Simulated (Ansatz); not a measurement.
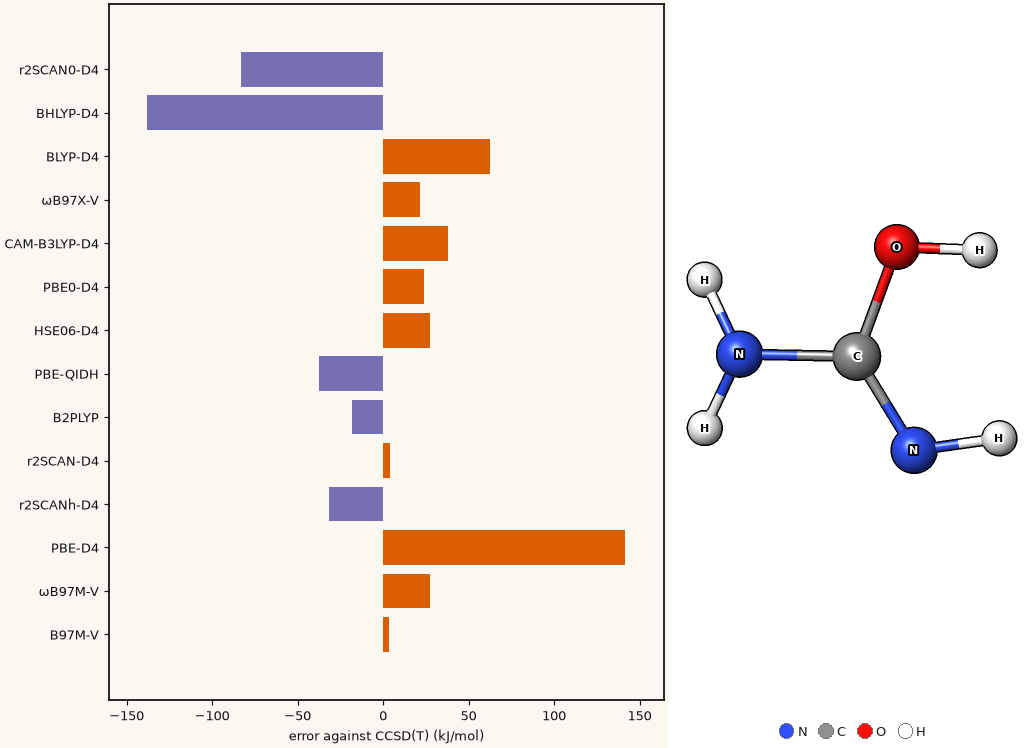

Error in the electronic atomisation energy (method less reference, so positive means overbinding) of CH₄N₂O (imidic-acid tautomer), SMILES N(=C(\N)O)/[H]: functionals in def2-TZVPP against frozen-core CCSD(T) at the limit (MP2 extrapolated from triple and quadruple zeta, plus CCSD(T) less MP2 in a smaller set), which gives 3075.2 kJ/mol, at a PBE0-D4/def2-TZVP geometry (a minimum by its frequencies), no zero-point or spin-orbit term, the Ansatz code. The reference leaves out core correlation, a term that grows with the number of heavy atoms. PBE-QIDH and B2PLYP hold a correlation term that converges slowly with the basis, so part of the distance to the limit is basis error. No dispersion term is added to PBE-QIDH and B2PLYP.

**What range do the values span?**

From −137.8 kJ/mol (BHLYP-D4) to 141.7 kJ/mol (PBE-D4).

**Give the values.**

| level | kJ/mol |
| --- | --- |
| r2SCAN0-D4 | −83.1 |
| BHLYP-D4 | −137.8 |
| BLYP-D4 | 62.3 |
| ωB97X-V | 21.8 |
| CAM-B3LYP-D4 | 37.8 |
| PBE0-D4 | 23.9 |
| HSE06-D4 | 27.6 |
| PBE-QIDH | −37.4 |
| B2PLYP | −18.0 |
| r2SCAN-D4 | 3.8 |
| r2SCANh-D4 | −31.7 |
| PBE-D4 | 141.7 |
| ωB97M-V | 27.7 |
| B97M-V | 3.7 |
